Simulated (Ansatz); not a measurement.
# HfO$_{2}$: what the fields show

Input

```
crystal:
  lattice:
    - [-3.5768243314, 0.0, 0.0]
    - [0.0, -3.5768243314, 0.0]
    - [0.0, 0.0, 10.4053479013]
  atoms:
    - { symbol: Hf, position: [0.5, 0.5, 0.25] }
    - { symbol: Hf, position: [0.5, 0.5, 0.75] }
    - { symbol: Hf, position: [1.0, 1.0, 0.0] }
    - { symbol: Hf, position: [1.0, 1.0, 0.5] }
    - { symbol: O, position: [1.0, 0.5, 0.3480817675] }
    - { symbol: O, position: [1.0, 0.5, 0.8480817675] }
    - { symbol: O, position: [0.5, 0.0, 0.4019182325] }
    - { symbol: O, position: [0.5, 0.0, 0.9019182325] }
    - { symbol: O, position: [0.5, 1.0, 0.1519182325] }
    - { symbol: O, position: [0.5, 1.0, 0.6519182325] }
    - { symbol: O, position: [0.0, 0.5, 0.0980817675] }
    - { symbol: O, position: [0.0, 0.5, 0.5980817675] }
basis:
  ecutwfc: 500
kpoints:
  mp_grid: { grid: [6, 6, 3] }
hamiltonian:
  xc: r2scan
scf:
  occupations: { method: gaussian, width: 0.05 }
output:
  forces: true
  stress: true
  eigenvalues: true
  write_density: true
  write_potential: true
  elf: true
  volumetric_format: npy
```

Command:

```sh
ansatz run input.yaml --threads 2 --pin off --max-ram 5120MiB --backend cpu --events-out ev --progress --plain --runs-dir out
```

Space group P4₂/nmc; a structure from a database of computed crystals, not necessarily the ambient phase.

Computed with DFT r2SCAN, scalar-relativistic, plane waves, PAW (Ansatz).

The density is the valence pseudo-density of a PAW calculation; it isn't the true density close to the nuclei.

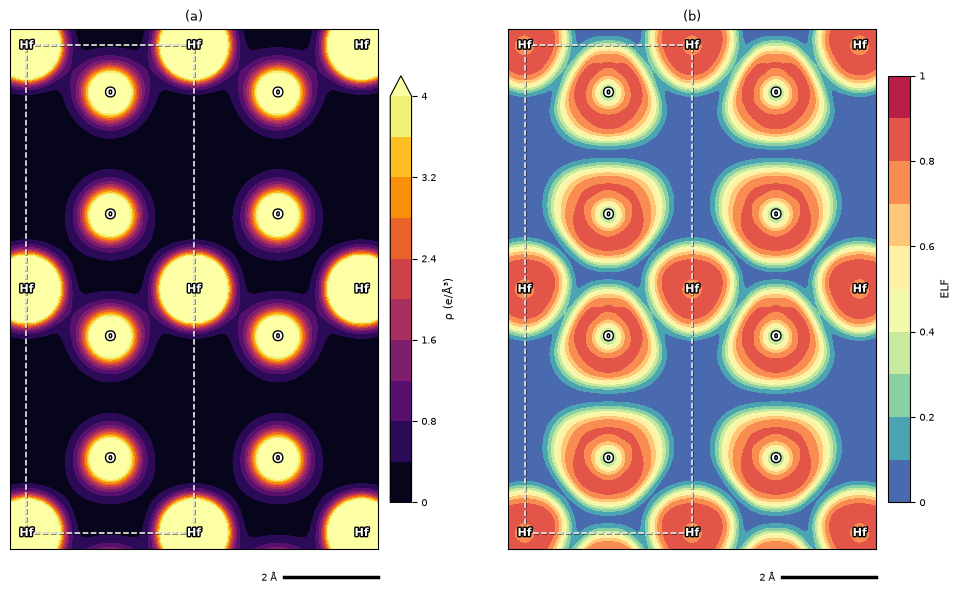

Figure 1. (a) valence electron density; (b) ELF on the (010) plane of the calculation cell.

Question: Interpret the plot.

Answer: The section cuts through Hf and O sites.
Hf–O (2.06 Å): ρ at the midpoint is about 0.82 e/Å³; the ELF peaks at about 0.85 in the valence shell of O, 0.6 Å from its nucleus, and drops to about 0.20 between the two atoms: no shared electron pair shows on this line.
Hf–O (2.39 Å): ρ at the midpoint is about 0.33 e/Å³; the ELF is about 0.10 at the midpoint; no localised pair shows between them.
Between the atoms the lowest density in this plane is 0.02 e/Å³.
The features right at Hf lie inside the PAW spheres, where the map follows smoothed inner orbitals and isn't to be read closely.

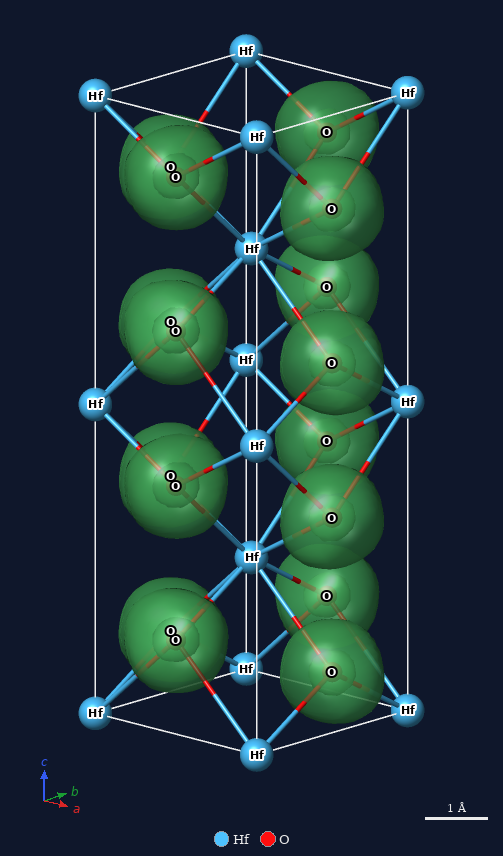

Figure 2. Isosurface of the electron localisation function at 0.7 (green), seen at an oblique angle. Core shells and regions of very low density are left out. Sticks mark near contacts.

Question: Where are the electrons localised?

Answer: At this value the surface marks out eight regions wrapped around O (the valence shell of each), counted in one cell of 12 atoms. Any copies at cell faces, edges or corners count once.

Question: Does the calculation give a band gap?

Answer: It is gapped, with a Kohn–Sham gap of 5.3 eV on the k-point mesh, an upper bound to the gap of this method.
